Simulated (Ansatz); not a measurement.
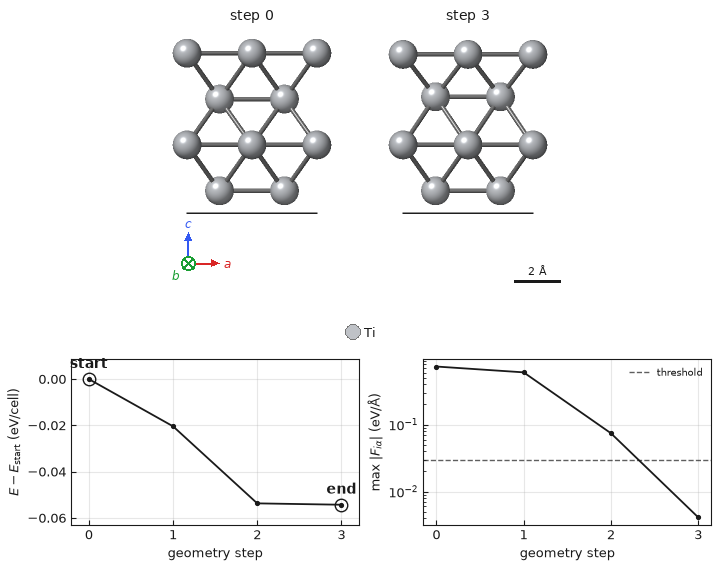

First and last geometry of a constrained relaxation of a slab of composition Ti (cut from the Fm-3m phase), with the history of the run. Style: ball-and-stick. Shown: the 2 × 3 repeat of the cell, outlined in the plane, without the vacuum, along the b axis.

Case: clean slab, lower half held. The slab is the (1 0 0) face of Ti. 2 atoms are held fixed.

Level of theory: DFT PBEsol, scalar-relativistic, plane waves, PAW (Ansatz 0.2.0). Settings: plane-wave cutoff 420 eV; k-point mesh 10 × 10 × 1; occupations gaussian; smearing width 0.1 eV; no spin polarisation; dipole correction; atoms relaxed in a fixed cell; force threshold 0.03 eV/Å; at most 70 steps.

Q: Read the history and describe the run.

A: It converged. The energy falls by 54.3 meV per cell of the calculation in 3 geometry steps. The largest force component goes from 0.74 to 0.0041 eV/Å. The atom that moves furthest is a Ti atom (0.10 Å along the normal (+c)). The cell doesn't change. Near-neighbour distances that change, for instance: Ti–Ti 2.868 → 2.760 Å, Ti–Ti 2.868 → 2.940 Å.

```csv
step,"E − E(0), meV/atom","largest force component, eV/Å"
0,0.00,0.7379
1,-5.10,0.6041
2,-13.42,0.0745
3,-13.57,0.0041
```
